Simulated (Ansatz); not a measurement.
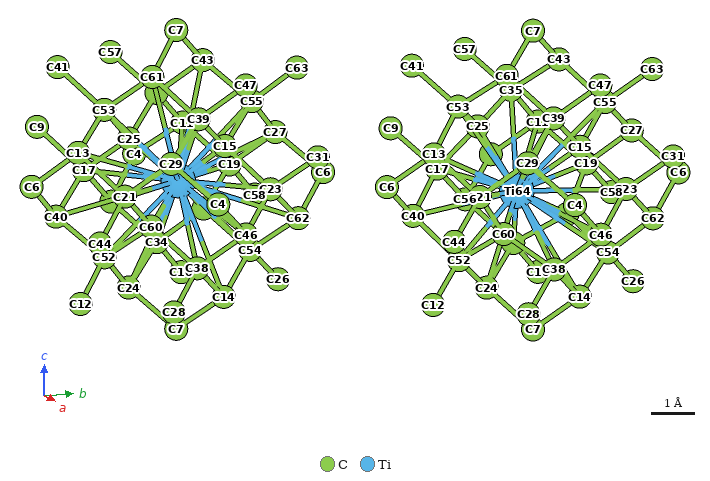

Two geometries of a defect cell of composition C$_{63}$Ti, drawn at one scale. One is the start of a relaxation, the other its converged end. A ball-and-stick model of the atoms within 4.2 Å of the atom that moves most (axes of the cell of the calculation (origin shifted)), seen slightly off an axis.

These are results of DFT, PBEsol, PAW, plane waves in Ansatz, not measurements. Set-up: plane-wave cutoff 420 eV; k-point mesh 1 × 1 × 1; mesh shifted by (0.25, 0.25, 0.25); collinear spin; atoms relaxed in a fixed cell; force threshold 0.03 eV/Å; at most 80 steps.

Which one is relaxed?

The right one is the relaxed one. The largest move is that of the Ti atom, 0.50 Å along [−1 −1 −1]. Largest moves by element: Ti 0.50 Å, C 0.34 Å. The cell doesn't change. Some distances before and after: C–Ti 1.568 → 2.078 Å, C–Ti 2.995 → 2.501 Å, C–Ti 2.953 → 2.500 Å, C–Ti 2.510 → 2.937 Å. Bond angles that change, for instance: C–C–Ti 109.5° → 80.6°, C–C–Ti 109.3° → 80.6°, C–C–Ti 106.1° → 80.6°. After 7 geometry steps the energy has fallen by 12.323 eV per cell of the calculation. The largest force component goes from 14 to 0.021 eV/Å. The program noted that the starting moments weren't kept.

Limits of the set-up: the periodic images lie only 7.1 Å apart, so the values are limited by the cell's size.
